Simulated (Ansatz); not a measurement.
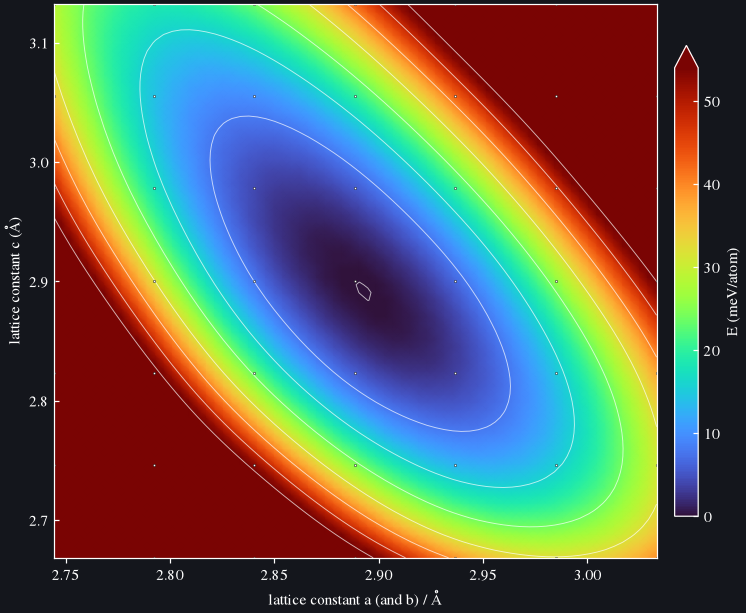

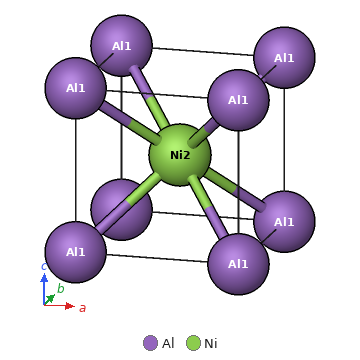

Energy landscape of AlNi (P4/mmm, No. 123; 2 atoms in the cell). The energy is mapped over the lattice constants a and c of the conventional cell. Coordinates scanned: (1) lattice constant a (and b); (2) lattice constant c. Nothing is relaxed (symmetry fixes all fractional coordinates). Grid: 7 × 7 points. Points are written as (first, second). Energies are in meV/atom, from the lowest grid point. The runs have no spin polarisation; a magnetic state may lie lower. These are results of Ansatz 0.2.0, DFT PBE, scalar-relativistic, plane waves, PAW, not measurements. Settings: cutoff 520 eV, k-mesh 16×16×16, gaussian smearing 0.15 eV, no spin polarisation.

Drawn: a smooth colour map with a few white contour lines, dots at the grid points, one colour for all values above the top of the scale. Between grid points the surface is interpolated. The second picture is the structure at the lowest point

**What does the map say about the system?**

The lowest grid point is at (2.889 Å, 2.900 Å). No other kind of well shows on this grid. The highest grid point, (2.744 Å, 2.668 Å), lies 243 meV/atom above the lowest. Round the minimum the valley is strongly tilted: raising lattice constant a (and b) shifts the best value of lattice constant c downwards (coupling k₁₂/√(k₁₁k₂₂) about 0.7).

Grid values (meV/atom):

| lattice constant c ↓, lattice constant a (and b) → | 2.744 | 2.792 | 2.841 | 2.889 | 2.937 | 2.985 | 3.033 |
| --- | --- | --- | --- | --- | --- | --- | --- |
| 3.132 | 29 | 19 | 24 | 42 | 72 | 112 | 160 |
| 3.055 | 35 | 14 | 10 | 20 | 43 | 76 | 119 |
| 2.978 | 49 | 18 | 4 | 6 | 20 | 47 | 84 |
| 2.900 | 75 | 32 | 8 | 0 | 7 | 26 | 56 |
| 2.823 | 114 | 59 | 23 | 6 | 3 | 15 | 38 |
| 2.746 | 169 | 100 | 54 | 25 | 13 | 16 | 31 |
| 2.668 | 243 | 161 | 101 | 61 | 39 | 32 | 39 |

The input of one point:

```yaml
crystal:
  lattice:
    - [2.0426321469, -2.042598345, 0.0]
    - [2.0426321469, 2.042598345, 0.0]
    - [0.0, 0.0, 2.9004437058]
  atoms:
    - { symbol: Al, position: [0.0, 0.0, 0.0] }
    - { symbol: Ni, position: [0.5, 0.5, 0.5] }
basis:
  ecutwfc: 520.0
kpoints:
  mp_grid: { grid: [16, 16, 16] }
hamiltonian:
  xc: pbe
  pseudopotentials: { kind: paw, azcp: { folder: soft_1 } }
scf:
  occupations: { method: gaussian, width: 0.15 }
output:
  forces: true
  stress: true
  eigenvalues: true
```

The whole map (49 points run) took 14 min on 2 threads of Arm Neoverse N1, on a shared host.
